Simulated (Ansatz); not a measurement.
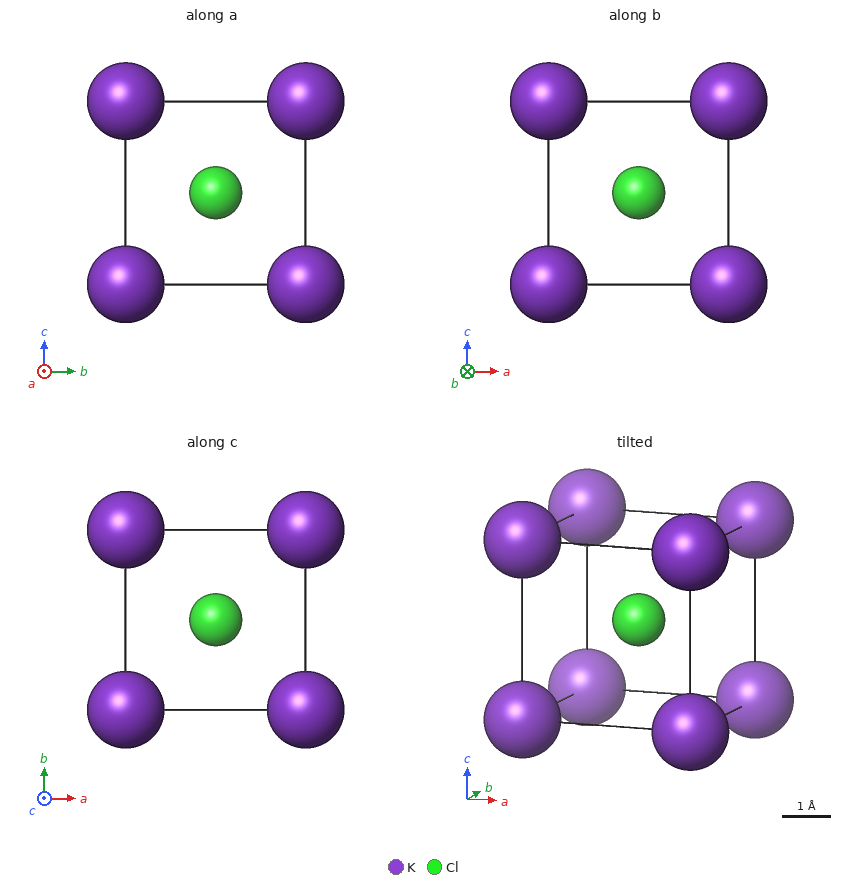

Spheres-only drawing of the structure, looking along the a axis, along the b axis, along the c axis and slightly off an axis. One unit cell is framed, with atoms on its boundary repeated.

Lattice parameters: a = 3.7712 Å, b = 3.7712 Å, c = 3.8394 Å, α = 90.000°, β = 90.000°, γ = 90.000°.

> Express the structure as a CIF in P1 with every atom of the cell.

```cif
data_structure
_symmetry_space_group_name_H-M 'P 1'
_symmetry_Int_Tables_number 1
_cell_length_a 3.7712
_cell_length_b 3.7712
_cell_length_c 3.8394
_cell_angle_alpha 90.000
_cell_angle_beta 90.000
_cell_angle_gamma 90.000
_cell_volume 54.60
loop_
_atom_site_label
_atom_site_type_symbol
_atom_site_fract_x
_atom_site_fract_y
_atom_site_fract_z
_atom_site_occupancy
K1 K 0.0000 0.0000 0.0000 1
Cl1 Cl 0.5000 0.5000 0.5000 1
```

The cell started as a structure type filled with these elements by a generator (whether the compound takes this form wasn't checked). The cell was then strained or its atoms displaced on purpose. It was run through Ansatz as a DFT input.
